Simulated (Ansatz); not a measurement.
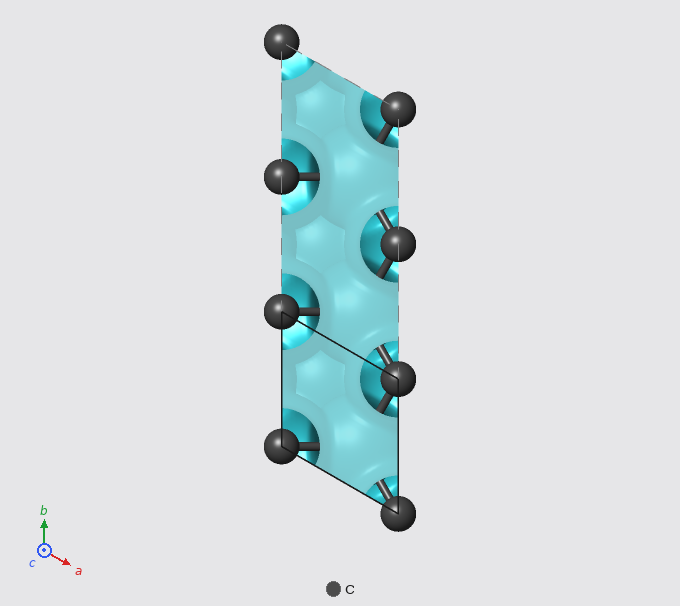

The teal surface encloses the points that the centre of a probe sphere of radius 0.25 Å can occupy in C (R-3m, No. 166), computed on a grid of about 0.11 Å (1×3×1 cells shown, view along the c axis; pale faces close the region where the box cuts it).

Atoms are hard spheres with touching radii (half the shortest distance): C 0.77 Å.

Source of the atomic positions: the input geometry of an electronic-structure calculation (not necessarily at equilibrium).

```cif
data_structure
_symmetry_space_group_name_H-M 'R-3m:H'
_symmetry_Int_Tables_number 166
_cell_length_a 2.5221
_cell_length_b 2.5221
_cell_length_c 30.8893
_cell_angle_alpha 90.000
_cell_angle_beta 90.000
_cell_angle_gamma 120.000
_cell_volume 170.16
loop_
_atom_site_label
_atom_site_type_symbol
_atom_site_symmetry_multiplicity
_atom_site_Wyckoff_symbol
_atom_site_fract_x
_atom_site_fract_y
_atom_site_fract_z
_atom_site_occupancy
C1 C 6 c 0.00000 0.00000 0.02500 1
C2 C 6 c 0.00000 0.00000 0.10830 1
C3 C 6 c 0.00000 0.00000 0.15830 1
C4 C 6 c 0.33333 0.66667 0.04167 1
C5 C 6 c 0.33333 0.66667 0.09167 1
```

Is the space open to the probe made of pockets or channels?

Answer. Where they connect, they form a three-dimensional network.

What share of the cell can the probe's centre reach?

Answer. About 34 % of the volume (58 Å³ of 170.2 Å³).

Give the largest included and the largest free sphere.

Answer. The largest sphere that fits anywhere has a diameter of 1.75 Å; the largest that can travel through the crystal, about 1.4 Å.

How does the connectivity change as the probe shrinks?

Answer. Below a radius of about 0.68 Å the space forms a three-dimensional network. These are grid estimates, good to about 0.05 Å.
